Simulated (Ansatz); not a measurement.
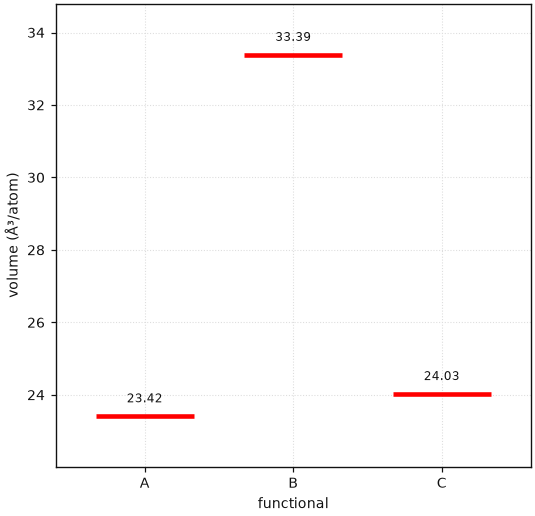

The picture above shows the volume by functional for S, space group P3_221 (No. 154). The labels are replaced by letters. In alphabetical order the cases are: PBE; PBE+D3(BJ); PBEsol.

The cell holds 9 atoms.

Calculation (Ansatz 0.2.0): volume and cell lengths of one structure relaxed by several density functionals; plane waves with PAW datasets, Γ-centred k mesh. All runs: no spin polarisation.

occupations Gaussian; smearing width 0.02 eV.

The space group named is that of the starting cell.

Which letter stands for which functional?

A: PBE+D3(BJ) (23.4 Å³/atom); B: PBE (33.4 Å³/atom); C: PBEsol (24.0 Å³/atom).

Note: weakly bound, no dispersion correction.
